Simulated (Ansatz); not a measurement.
# CoSi2: what the fields show

```yaml
crystal:
  lattice:
    - [2.61641, 2.61641, 0.00000]
    - [-2.61641, 2.61641, 0.00000]
    - [0.00000, 0.00000, 5.41278]
  atoms:
    - { symbol: Co, position: [0.00000, 0.00000, 0.00000] }
    - { symbol: Co, position: [0.50000, 0.50000, 0.50000] }
    - { symbol: Si, position: [0.00000, 0.50000, 0.75000] }
    - { symbol: Si, position: [0.50000, 0.00000, 0.75000] }
    - { symbol: Si, position: [0.50000, 0.00000, 0.25000] }
    - { symbol: Si, position: [0.00000, 0.50000, 0.25000] }
```

Space group I4/mmm; changed on purpose from its base cell (biaxial strain in the a-b plane, c and atoms relaxed: -1.5 %); computed pressure about 2 GPa in this cell; computed without spin polarisation.

Method: DFT PBEsol, scalar-relativistic, plane waves, PAW (Ansatz 0.2.0).

Core electrons are frozen (PAW), and the valence fields are smoothed inside the atomic spheres.

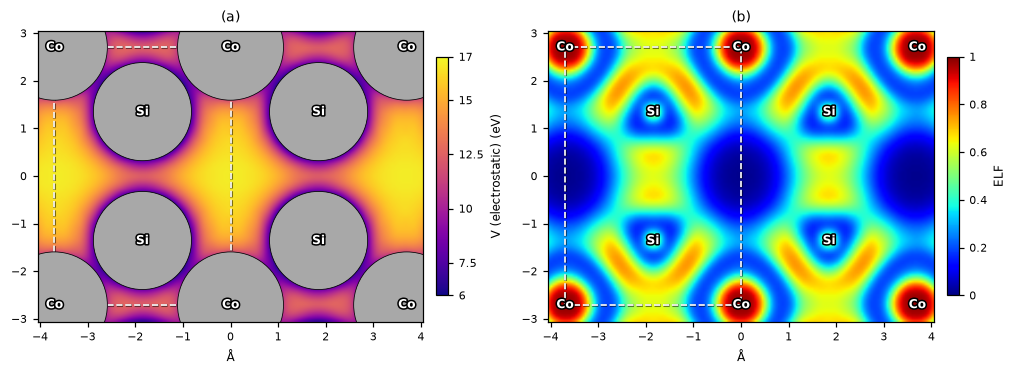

Figure 1. (a) electrostatic potential (local pseudopotential plus Hartree) felt by an electron; (b) ELF on the (100) plane of the conventional cell. Grey discs cover the atomic cores in the potential map.

> What does the map show?

- Atoms in the plane: Co and Si.
- Co–Si (2.29 Å): the ELF peaks at about 0.75 in the valence shell of Si, 0.9 Å from its nucleus, and is about 0.50 at the midpoint.
- The features right at Co lie inside the PAW spheres, where the map follows smoothed inner orbitals and isn't to be read closely.
- Outside the cores the potential energy rises away from the atoms and is highest about 2.3 Å from the nearest atoms; its zero is arbitrary.

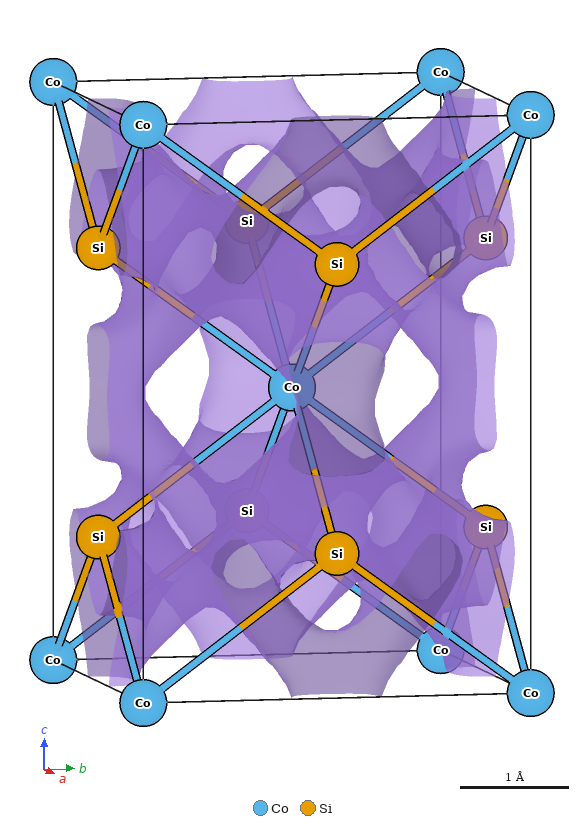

Figure 2. Isosurface of the ELF at 0.55 (purple), seen slightly off an axis. Only the valence region is drawn (cores and ρ < 0.01 e/Å³ removed). Sticks mark near contacts.

> Identify the bonds, lone pairs and shells in this picture.

At this value the surface marks out one network that runs through the whole crystal, counted in one cell of 6 atoms. Any copies at cell faces, edges or corners count once.

> Does the calculation make it a metal, or give it a gap?

It is metallic or semimetallic at this level of theory: no gap opens.
